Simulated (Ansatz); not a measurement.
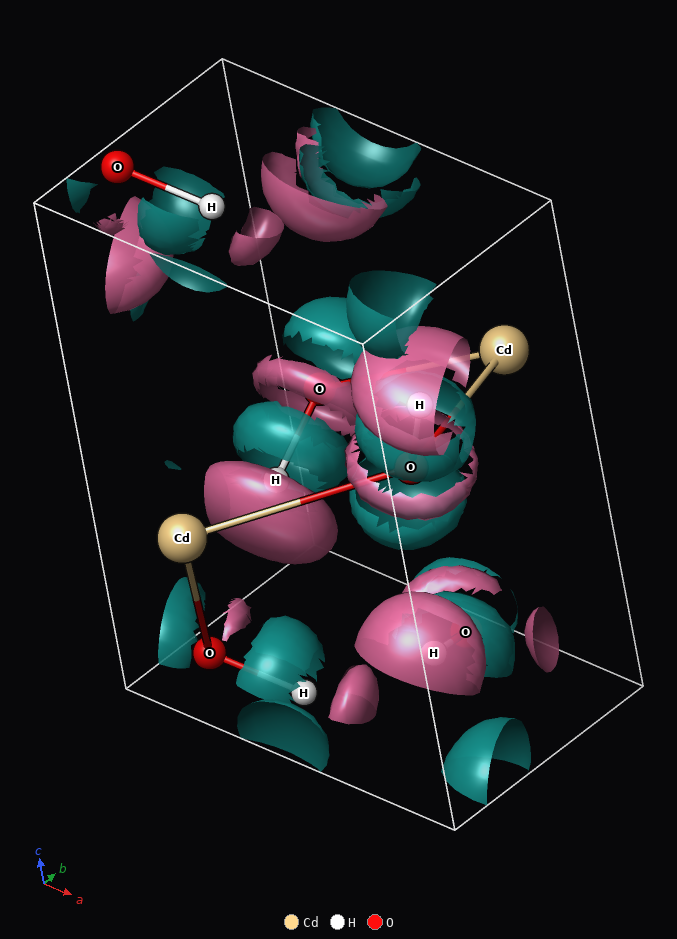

The picture shows: CdH2O2. Density of the crystal less the densities of its H sublattice and of the rest (Cd and O), each computed alone with the atoms in place (the rest with spin, the H sublattice with): teal surfaces at +0.06 and pink ones at −0.06 e/Å³, in the conventional cell seen slightly off an axis (the regions close to the nuclei are left out). Cores are masked to 0.9 Å (Cd), 0.4 Å (H) and 0.6 Å (O).

Space group P1. The cell comes from a database of computed structures, not from a measurement.

Level of theory: DFT r2SCAN, scalar-relativistic, plane waves, PAW (Ansatz).

Core electrons are frozen (PAW), so the fields are smoothed inside the atomic spheres.

```yaml
crystal:
  lattice:
    - [3.43375, 0.00000, 0.00000]
    - [-0.12069, 5.70115, 0.00000]
    - [-1.64455, -2.82610, 5.09378]
  atoms:
    - { symbol: Cd, position: [0.17153, 0.15317, 0.31449] }
    - { symbol: Cd, position: [0.86395, 0.84254, 0.69890] }
    - { symbol: H, position: [0.52710, 0.72146, 0.01288] }
    - { symbol: H, position: [0.35882, 0.32026, 0.00175] }
    - { symbol: H, position: [0.88325, 0.37538, 0.72972] }
    - { symbol: H, position: [0.16204, 0.65267, 0.28256] }
    - { symbol: O, position: [0.52859, 0.88884, 0.00802] }
    - { symbol: O, position: [0.07731, 0.31118, 0.00395] }
    - { symbol: O, position: [0.80081, 0.39603, 0.57127] }
    - { symbol: O, position: [0.23740, 0.83034, 0.44071] }
```

What does the difference density show?

Answer. Over the whole cell, outside the masked cores, the largest gain lies in the shortest H–O contact, between the masked cores, and the largest loss lies at the edge of the masked core of H. About 0.3 e is rearranged for each H atom. By Bader's partition H carries +0.57 e, so it gives electrons to the rest.

What is E(crystal) − E(H sublattice) − E(rest) for each H atom?

Answer. E(crystal) − E(H sublattice) − E(rest) is −5.1 eV for each H atom (negative: bound). The references are the frozen sublattices, not the elements, so this isn't a formation energy.
